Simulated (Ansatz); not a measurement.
Take the following structure.

```xyz
2
Lattice="2.8390 0.0000 0.0000 0.0000 2.8390 0.0000 0.0000 0.0000 2.8390" Properties=species:S:1:pos:R:3 pbc="T T T"
Fe    0.0000    0.0000    0.0000
Co    1.4195    1.4195    1.4195
```

**Before looking at a picture, describe the arrangement of atoms.**

The material is FeCo. The lattice is primitive cubic and the space group Pm-3m (No. 221). Its structure type: caesium chloride (CsCl, B2) type. Content of the cell: 1 Fe, 1 Co (Z = 1). The neighbours of Fe are eight Co in a cubic arrangement at 2.46 Å. Co is coordinated by eight Fe in a cubic arrangement at 2.46 Å. Not all metal-metal contacts are counted. The bonds build a three-dimensional framework.

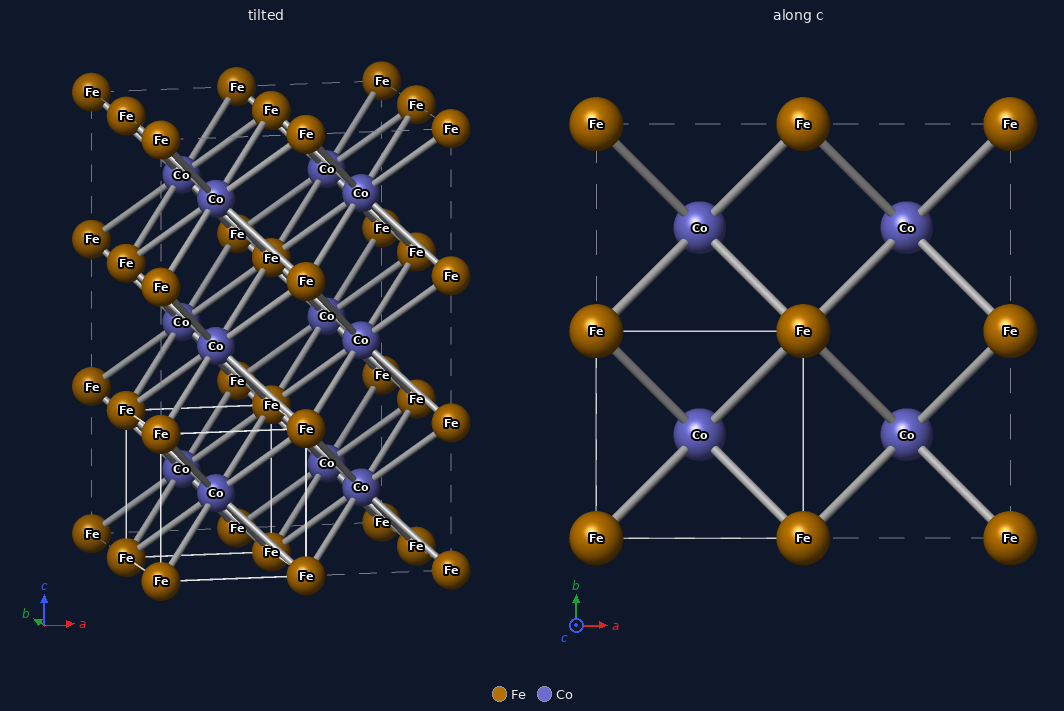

Ball-and-stick drawing of the structure, looking slightly off an axis and along the c axis. The solid frame is a single conventional unit cell within a 2×2×3 block. Colours: iron orange, cobalt blue.

The initial geometry was a structure listed in the Materials Project. Earlier steps of the study may have refined or changed the cell and positions. It was set up as input for a calculation with Ansatz.
